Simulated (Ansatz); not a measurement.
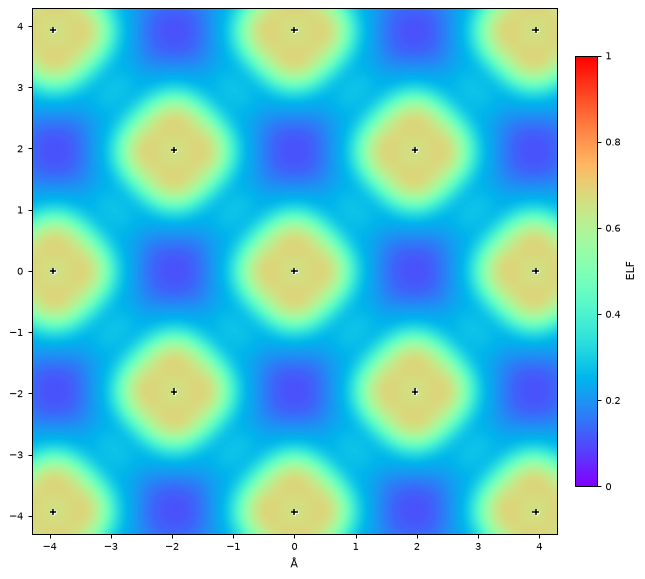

The electron localisation function on a plane through atoms (crosses mark nuclei in the plane).

Theory: Ansatz 0.2.0, DFT r2SCAN, scalar-relativistic, plane waves, PAW.

Candidates:
A. Pt, a = 3.94 Å, b = 3.94 Å, c = 3.94 Å, α = 90.00°, β = 90.00°, γ = 90.00°. Space group Fm-3m.
B. Al, a = 2.82 Å, b = 2.82 Å, c = 9.26 Å, α = 90.00°, β = 90.00°, γ = 120.00°. Space group P6₃/mmc; a structure from a database of computed crystals, not necessarily the ambient phase.
C. Re, a = 2.79 Å, b = 2.79 Å, c = 6.69 Å, α = 90.00°, β = 90.00°, γ = 120.00°. Space group R-3m; changed on purpose from its base cell (band edges of the strained film's bulk); computed pressure about −6 GPa in this cell; computed without spin polarisation.

Which candidate gave the map?

Candidate A: Pt on the (100) plane of the conventional cell, which holds Pt. Pt–Pt (2.79 Å): the ELF is about 0.30 at the midpoint (no shared electron pair shows on this line).
